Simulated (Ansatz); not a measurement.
# How much does Al in W(100), 2x2 scatter?

Wanted: the reflection from a plane of defects, Al in W(100), 2x2, and the resistivity it implies.

Method: Ansatz plane-wave DFT, PBE, PAW files; ballistic transport by layer matching (Landauer), zero bias; PAW set soft_1, in the first sound run; inputs show where later runs differ, in Ansatz 0.2.0.

**1. The structure**

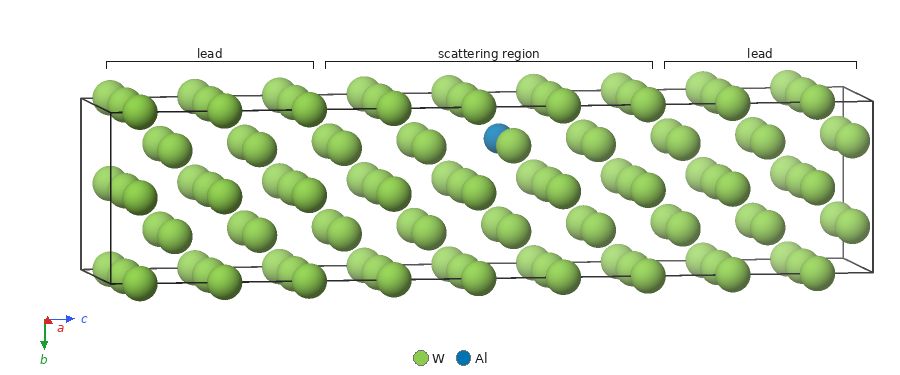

Start, viewed from the side, with the c axis across the page; tungsten green, aluminium blue. Some periodic images of atoms are drawn too.

The cell holds 72 atoms: 71 W and 1 Al. Cell: a = 6.330 Å, b = 6.330 Å, c = 28.483 Å, α = 90.0°, β = 90.0°, γ = 90.0°. It derives from W. Regions: lead, 40 atoms (40 W); scattering region, 32 atoms (31 W and 1 Al). The structure is stacked along c, and the current runs across the ab planes.

**2. Transmission at ideal sites**

The defect sits in one plane of the supercell, all atoms on ideal sites; the layers about the cell's end are the lead. The mesh across the current, 8×8, is finer than the density's, because channels open and close sharply across the zone. Energies from -0.1 to 0.1 eV in steps of 0.05 eV are too few for the program's thermal sum, so it prints no conductance; for a metal the transmission near the Fermi level serves, at a fraction of the cost.

Input file input.yaml:

```yaml
crystal:
  lattice:
    - [6.3296, 0.0, 0.0]
    - [0.0, 6.3296, 0.0]
    - [0.0, 0.0, 28.4832]
  atoms:
    - { symbol: W, position: [0.0, 0.0, 0.0277777778] }
    - { symbol: W, position: [0.0, 0.5, 0.0277777778] }
    - { symbol: W, position: [0.5, 0.0, 0.0277777778] }
    - { symbol: W, position: [0.5, 0.5, 0.0277777778] }
    - { symbol: W, position: [0.25, 0.25, 0.0833333333] }
    - { symbol: W, position: [0.25, 0.75, 0.0833333333] }
    - { symbol: W, position: [0.75, 0.25, 0.0833333333] }
    - { symbol: W, position: [0.75, 0.75, 0.0833333333] }
    - { symbol: W, position: [0.0, 0.0, 0.1388888889] }
    - { symbol: W, position: [0.0, 0.5, 0.1388888889] }
    - { symbol: W, position: [0.5, 0.0, 0.1388888889] }
    - { symbol: W, position: [0.5, 0.5, 0.1388888889] }
    - { symbol: W, position: [0.25, 0.25, 0.1944444444] }
    - { symbol: W, position: [0.25, 0.75, 0.1944444444] }
    - { symbol: W, position: [0.75, 0.25, 0.1944444444] }
    - { symbol: W, position: [0.75, 0.75, 0.1944444444] }
    - { symbol: W, position: [0.0, 0.0, 0.25] }
    - { symbol: W, position: [0.0, 0.5, 0.25] }
    - { symbol: W, position: [0.5, 0.0, 0.25] }
    - { symbol: W, position: [0.5, 0.5, 0.25] }
    - { symbol: W, position: [0.25, 0.25, 0.3055555556] }
    - { symbol: W, position: [0.25, 0.75, 0.3055555556] }
    - { symbol: W, position: [0.75, 0.25, 0.3055555556] }
    - { symbol: W, position: [0.75, 0.75, 0.3055555556] }
    - { symbol: W, position: [0.0, 0.0, 0.3611111111] }
    - { symbol: W, position: [0.0, 0.5, 0.3611111111] }
    - { symbol: W, position: [0.5, 0.0, 0.3611111111] }
    - { symbol: W, position: [0.5, 0.5, 0.3611111111] }
    - { symbol: W, position: [0.25, 0.25, 0.4166666667] }
    - { symbol: W, position: [0.25, 0.75, 0.4166666667] }
    - { symbol: W, position: [0.75, 0.25, 0.4166666667] }
    - { symbol: W, position: [0.75, 0.75, 0.4166666667] }
    - { symbol: W, position: [0.0, 0.0, 0.4722222222] }
    - { symbol: W, position: [0.0, 0.5, 0.4722222222] }
    - { symbol: W, position: [0.5, 0.0, 0.4722222222] }
    - { symbol: W, position: [0.5, 0.5, 0.4722222222] }
    - { symbol: Al, position: [0.25, 0.25, 0.5277777778] }
    - { symbol: W, position: [0.25, 0.75, 0.5277777778] }
    - { symbol: W, position: [0.75, 0.25, 0.5277777778] }
    - { symbol: W, position: [0.75, 0.75, 0.5277777778] }
    - { symbol: W, position: [0.0, 0.0, 0.5833333333] }
    - { symbol: W, position: [0.0, 0.5, 0.5833333333] }
    - { symbol: W, position: [0.5, 0.0, 0.5833333333] }
    - { symbol: W, position: [0.5, 0.5, 0.5833333333] }
    - { symbol: W, position: [0.25, 0.25, 0.6388888889] }
    - { symbol: W, position: [0.25, 0.75, 0.6388888889] }
    - { symbol: W, position: [0.75, 0.25, 0.6388888889] }
    - { symbol: W, position: [0.75, 0.75, 0.6388888889] }
    - { symbol: W, position: [0.0, 0.0, 0.6944444444] }
    - { symbol: W, position: [0.0, 0.5, 0.6944444444] }
    - { symbol: W, position: [0.5, 0.0, 0.6944444444] }
    - { symbol: W, position: [0.5, 0.5, 0.6944444444] }
    - { symbol: W, position: [0.25, 0.25, 0.75] }
    - { symbol: W, position: [0.25, 0.75, 0.75] }
    - { symbol: W, position: [0.75, 0.25, 0.75] }
    - { symbol: W, position: [0.75, 0.75, 0.75] }
    - { symbol: W, position: [0.0, 0.0, 0.8055555556] }
    - { symbol: W, position: [0.0, 0.5, 0.8055555556] }
    - { symbol: W, position: [0.5, 0.0, 0.8055555556] }
    - { symbol: W, position: [0.5, 0.5, 0.8055555556] }
    - { symbol: W, position: [0.25, 0.25, 0.8611111111] }
    - { symbol: W, position: [0.25, 0.75, 0.8611111111] }
    - { symbol: W, position: [0.75, 0.25, 0.8611111111] }
    - { symbol: W, position: [0.75, 0.75, 0.8611111111] }
    - { symbol: W, position: [0.0, 0.0, 0.9166666667] }
    - { symbol: W, position: [0.0, 0.5, 0.9166666667] }
    - { symbol: W, position: [0.5, 0.0, 0.9166666667] }
    - { symbol: W, position: [0.5, 0.5, 0.9166666667] }
    - { symbol: W, position: [0.25, 0.25, 0.9722222222] }
    - { symbol: W, position: [0.25, 0.75, 0.9722222222] }
    - { symbol: W, position: [0.75, 0.25, 0.9722222222] }
    - { symbol: W, position: [0.75, 0.75, 0.9722222222] }
kpoints:
  mp_grid: { grid: [4, 4, 1] }
hamiltonian:
  xc: pbe
  pseudopotentials: { kind: paw, azcp: { folder: soft_1 } }
scf:
  occupations: { method: fermi_dirac, width: 0.1 }
output:
  transmission: { leads: [[0, 4]], kmesh: [8, 8], e_range: [-0.1, 0.1], de: 0.05 }
  write_potential: true
  write_density: true
  volumetric_format: npy
  elf: true
```

On the command line:

```bash
$ ansatz run input.yaml --threads 4 --pin off --max-ram 15360MiB --backend cpu --events-out ev --progress --plain --runs-dir out
```

Numbers of over 12 decimals in the logs are rounded to 6 here.

What it wrote:

```text
Engine: ansatz 0.2.0, aarch64-unknown-linux-gnu
Pseudopotentials: kind: paw
Pseudopotential: W, paw, valence charge 14, recommended cutoff 420 eV (normal), soft_1/W.paw.azcp
Pseudopotential: Al, paw, valence charge 3, recommended cutoff 420 eV (normal), soft_1/Al.paw.azcp
Functional definition: PBE
  parameter kappa = 0.804
  parameter beta = 0.066725
  exchange = pbe_x(kappa = kappa, mu = beta*pi^2/3)
  correlation = pbe_c(beta = beta)
Crystal: 72 atoms, lattice volume = 1141.146 Å³
Basis set: ecut = 420 eV, 22299 PW (Γ)
Bands: 599, of which v1, the nominal top of the filled ones, is band 499 counted from 1 (498 counted from 0)
Symmetry: 16 space group operations
Space group: P4/mmm (ITA 123), of the structure as read, at distance tolerance 1.0e-4 Å
k-points: 6 of 16
Non-local potential: W, projectors of the file, l = 0: 3, l = 1: 2, l = 2: 2, l = 3: 1
Non-local potential: Al, projectors of the file, l = 0: 2, l = 1: 2, l = 2: 1
PAW form: soft (Blöchl's): semilocal exchange-correlation on the pseudo side does not see the compensation charge
PAW one-centre angular grid: W, 590 points (default); XC on 64 Gauss nodes
PAW one-centre angular grid: Al, 110 points (default); XC on 64 Gauss nodes
Initial density: superposition of atomic densities (chi_scale 0.1, normalization cell, long waves kept (reshape's long-wave potential 0.81 eV rms))
Initial wavefunctions: pseudopotential atomic-orbital guess
Functional: x = pbe(κ = 0.804, μ = 0.219515), c = pbe(β = 0.066725)
SCF iter   1: F=—  HF=-737964.250320 eV  |F-HF|=—  |Δ(HF+E_count)|=         —  Δρ=6.79e-2  dr2=1.39e3  ethr=3.10e-3  ⟨swp⟩=5.7  Hψ=13425  notcnv=0
preconditioner: auto → Kerker (q_TF=auto, 2.668 Å⁻¹)  [metal: Δε(μ)=0.033 eV  Ē_g=5.313 eV  σ=0.100 eV  W_gap=0.08  n_scr=372 (ndim 8)  ℏωp=22.8 eV  f_vac=0.000  D(μ)=39.81/eV (n_scr^D=322)]
SCF iter   2: F=—  HF=-737949.419436 eV  |F-HF|=—  |Δ(HF+E_count)|=    1.48e1  Δρ=4.24e-2  dr2=7.00e2  ethr=3.10e-3  ⟨swp⟩=2.0  Hψ=4618  notcnv=0  defer=15
SCF iter   3: F=—  HF=-737938.524809 eV  |F-HF|=—  |Δ(HF+E_count)|=    1.09e1  Δρ=7.68e-3  dr2=3.83e1  ethr=3.10e-3  ⟨swp⟩=3.2  Hψ=9743  notcnv=0  defer=10
SCF iter   4: F=—  HF=-737937.932594 eV  |F-HF|=—  |Δ(HF+E_count)|=   5.92e-1  Δρ=2.91e-3  dr2=3.24e-1  ethr=3.10e-3  ⟨swp⟩=1.8  Hψ=4192  notcnv=0  defer=3
SCF iter   5: F=—  HF=-737937.919223 eV  |F-HF|=—  |Δ(HF+E_count)|=   1.34e-2  Δρ=5.48e-4  dr2=1.61e-1  ethr=3.25e-5  ⟨swp⟩=1.0  Hψ=3591  notcnv=0  defer=3
SCF iter   6: F=—  HF=-737937.917137 eV  |F-HF|=—  |Δ(HF+E_count)|=   2.09e-3  Δρ=1.15e-4  dr2=8.62e-4  ethr=1.62e-5  ⟨swp⟩=1.0  Hψ=3591  notcnv=0  defer=3
SCF iter   7: F=—  HF=-737937.917106 eV  |F-HF|=—  |Δ(HF+E_count)|=   3.12e-5  Δρ=2.33e-5  dr2=3.02e-5  ethr=8.65e-8  ⟨swp⟩=2.0  Hψ=4822  notcnv=0  defer=3
SCF iter   8: F=—  HF=-737937.917527 eV  |F-HF|=—  |Δ(HF+E_count)|=   4.21e-4  Δρ=5.77e-6  dr2=3.13e-6  ethr=3.03e-9  ⟨swp⟩=2.0  Hψ=4882  notcnv=0  defer=3
SCF iter   9: F=—  HF=-737937.917527 eV  |F-HF|=—  |Δ(HF+E_count)|=   2.22e-7  Δρ=1.12e-6  dr2=1.61e-7  ethr=3.14e-10  ⟨swp⟩=2.0  Hψ=4775  notcnv=0  defer=3
SCF iter  10: F=-737937.917527 eV  HF=-737937.917527 eV  |F-HF|=1.00e-8  |Δ(HF+E_count)|=   8.61e-9  Δρ=2.45e-7  dr2=1.06e-8  ethr=1.00e-11  ⟨swp⟩=6.5  Hψ=8088  notcnv=0
SCF 1 converged in 10 iterations: F = -737937.917527 eV  dr2 = 1.06e-8
  greatest PAW one-centre occupation: 0.999 electrons in one spin orbital (limit 2), on the W atom at site 38 (counted from 0), in its partial waves of l = 0
transmission: 60 of 540 steps passed
transmission: 108 of 540 steps passed
[...]
transmission: 540 of 540 steps passed
SCF converged after 10 iterations
Free energy (F): -737937.917527 eV
Harris-Foulkes:  -737937.917527 eV  (|F-HF|=1.00e-8)
Internal energy: -737936.780056 eV  (E = F + TS)
E sigma→0 (E₀):  -737937.348791 eV
Entropy (-TS):   -1.137471 eV (-15.798 meV/atom)
Fermi energy:    22.183330 eV
--- Per-component energies (eV) ---
  E_band       = -6119.538520
  E_kinetic    = 29970.890495
  E_local      = -40487.447966  (includes V_loc(G=0)·N_el)
  E_nonlocal   = -1798.318591
  E_hartree    = 17099.603270
  E_xc         = -19050.128855
  E_vxc        = -16461.866204  (∫ρ·V_xc dr)
  E_paw        = -609497.858757  (= ΣΔE_a)
  E_vpaw       = -11542.012213  (= ΣTr[D̂ρ^β])
  E_aug_tail   = 0.010451  (compensation charges beyond the density's cutoff)
  E_ewald      = -114173.530103
  E_smearing   = -1.137471  (= −TS)
  E_closure    = 0.000000  (closes the sum)
  Σ components = -737937.917527   (vs F -737937.917527, Δ=0.00e0)
--- Band table (eV; the first three rows and the last of 6) ---
  k-point 0: bands = [... 495 lower, 22.1470, 22.1470, 22.1640, 22.1779, 22.2002, 22.2142, 22.2764, 22.2764, ... 96 higher]
  k-point 1: bands = [... 495 lower, 22.0809, 22.1337, 22.1603, 22.1732, 22.1966, 22.2018, 22.2271, 22.2595, ... 96 higher]
  k-point 2: bands = [... 495 lower, 22.0748, 22.2989, 22.3000, 22.3057, 22.3368, 22.3802, 22.4147, 22.4425, ... 96 higher]
  k-point 5: bands = [... 495 lower, 21.5146, 21.5455, 21.6939, 21.9628, 21.9628, 22.3326, 22.3462, 22.3462, ... 96 higher]
--- Transmission ---
  basis      : 349 plane waves across, 36 finite elements along
  points     : 15, standing for a mesh of 8 x 8
  energies   : 5 from -0.100000 to 0.100000 eV about the Fermi level, 0.050000 eV apart; the leads are filled to 0.000000 eV, and channels, transmission and decay are at 0.000000 eV
  crystal 0  : W4, at the sites [0, 4], period 1.5824 Å, over 26.90 Å; its Hamiltonian steps by up to 5.0 meV
    offset         : up to 0.0000 Å between an atom of the period and one for which it stands
    channels       : 5.281250e0 a spin
    conductance    : none, the energies end too early or step too widely for 300 K: set another output.transmission.e_range or a lower de, or, where they end at an eighth of basis.ecutwfc, a higher one
    slowest decay  : 0.0380 /Å at (0.5000, 0.5000)
  junction   : crystal 0 to crystal 0, 0.88 to 27.79 Å
    transmission   : 3.297781e0 a spin
    conductance    : none, the energies end too early or step too widely for 300 K: set another output.transmission.e_range or a lower de, or, where they end at an eighth of basis.ecutwfc, a higher one
```

The job ended after 9.7 min (4 threads of Arm Neoverse V1, shared host; peak memory 10 GiB).

Reading the cycles: dr2 is the Hartree energy of the density residual (eV), the measure of convergence; HF is the Harris–Foulkes estimate of the energy, which meets the free energy F at convergence.

This run has no spin polarisation although its electron count is odd.

Numbers from this step:

| Property | Result |
| --- | --- |
| free energy | -737937.9175 eV |
| energy at zero smearing | -737937.3488 eV |
| Fermi energy | 22.18 eV |
| cell area | 40.06 Å² |
| transmission per spin nearest the Fermi level | 3.298 |
| open channels per spin nearest the Fermi level | 5.281 |
| step of the lead's potential | 5 meV |

Per spin. The transmission, zone mean by energy, zero at the Fermi level:

```csv
energy (eV),"transmission, zone mean"
-0.1000,3.09
-0.0500,3.16
0.0000,3.30
0.0500,3.38
0.1000,3.35
```

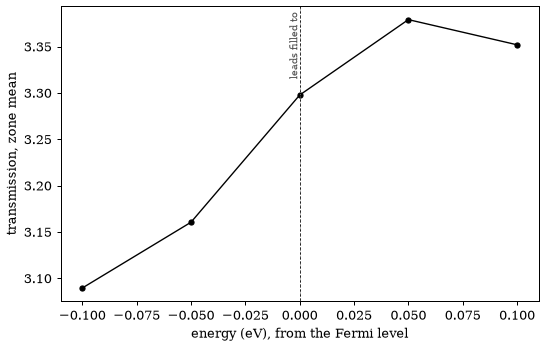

Transmission, zone mean against energy.

Per spin. Table of open channels, zone mean, lead by energy, zero at the Fermi level:

```csv
energy (eV),"open channels, zone mean, lead"
-0.1000,4.72
-0.0500,4.66
0.0000,5.28
0.0500,5.72
0.1000,5.53
```

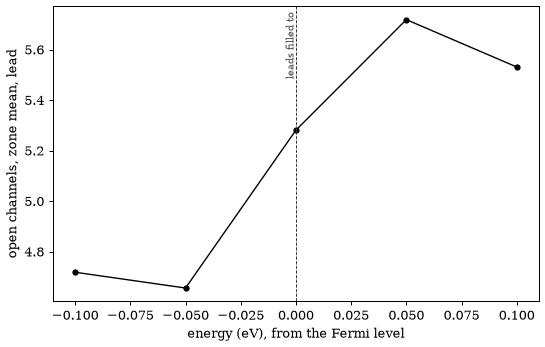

Open channels, zone mean, lead, plotted against energy.

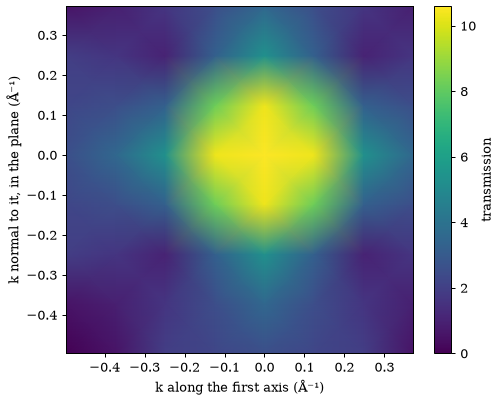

Transmission over k1 and k2. At 0.0000 eV from the Fermi level.

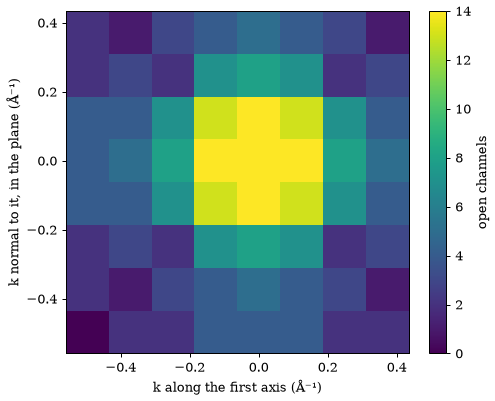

Open channels over k1 and k2. At 0.0000 eV from the Fermi level.

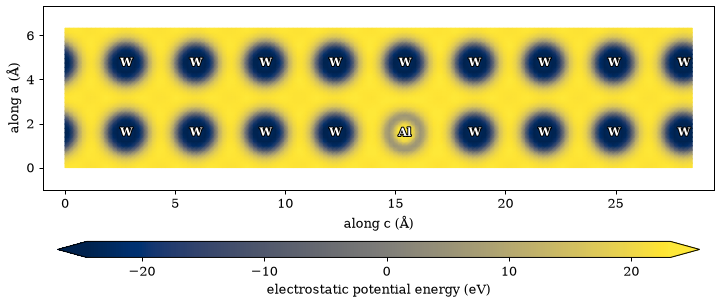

Electrostatic potential energy in the ca plane at fractional y = 0.250, with atoms of W and Al within 0.2 Å of it. With pseudopotentials it is smooth inside the atoms' cores, unlike the true potential.

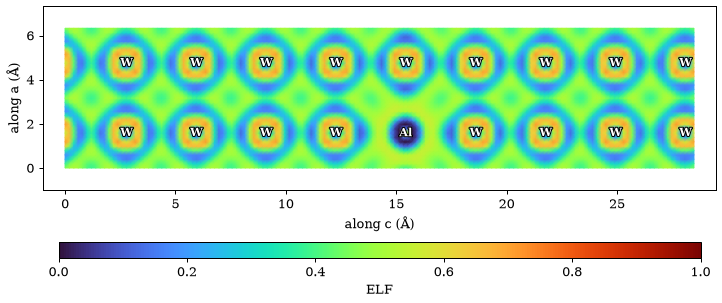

ELF in the ca plane at fractional y = 0.250, with atoms of W and Al within 0.2 Å of it. It is the smooth field of the valence electrons, not physical close to the nuclei.

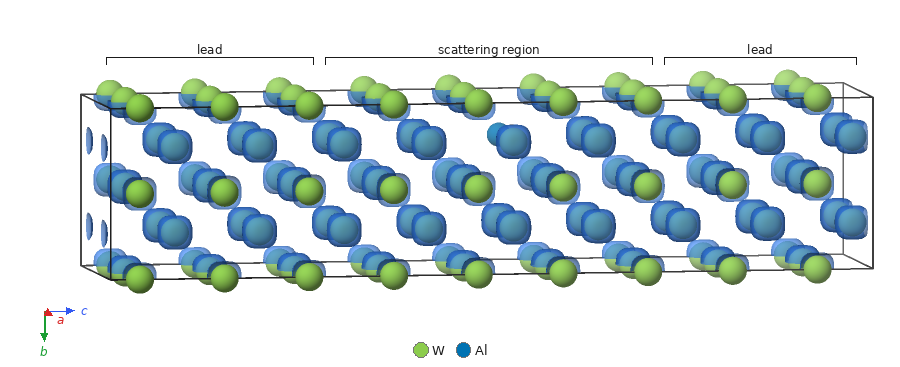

Surface of ELF = 0.64.

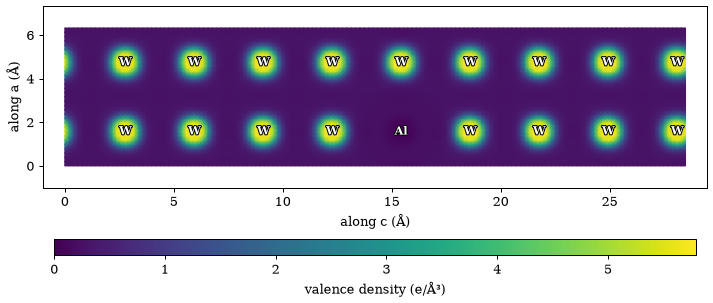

Valence density in the ca plane at fractional y = 0.250, with atoms of W and Al within 0.2 Å of it. It is the smooth field of the valence electrons, not physical close to the nuclei.

Over the solved energies the transmission per spin lies between 3.09 and 3.38, out of 5.18 channels of the lead on average (up to 5.72).

**3. Resistance at ideal sites**

This step: Ansatz plane-wave DFT, PBE, PAW files; ballistic transport by layer matching (Landauer), zero bias; area resistance of the defect plane and resistivity an atomic per cent; PAW set soft_1 (Ansatz 0.2.0).

Numbers from this step:

```
area resistance                                                                                 : 0.5861 fΩ m²
T over the leads' mean channel count                                                            : 0.6283
resistivity per at.% scaled from this dense plane, with the factor 3/4 for isotropic scattering : 11.11 µΩ cm
```

Averaged over the energies near the Fermi level, 62.8 % of the channels pass, which makes 0.586 fΩ m².

By hand, with T and the leads' channels N averaged over the energies near the Fermi level: RA = A (h/2e²)(1/T − 1/N) = 40.06×10⁻²⁰ m² × 12 906 Ω × (1/3.279 − 1/5.219) = 0.586 fΩ m². Per atomic per cent: RA × A / V_atom × 0.01 × 3/4 = 11.1 µΩ cm, with the host's V_atom = 15.85 Å³.

[end of part 1 of 3]

[Logs are printed without paths, hosts, clocks, repeated set-up lines and the standing remarks that a program may print on its own settings, such as how far it seeks lower states.]

[Hosts, paths, dates, database ids (printed as entryN), source tags and the programs' standing remarks are cut or masked in the printed files.]
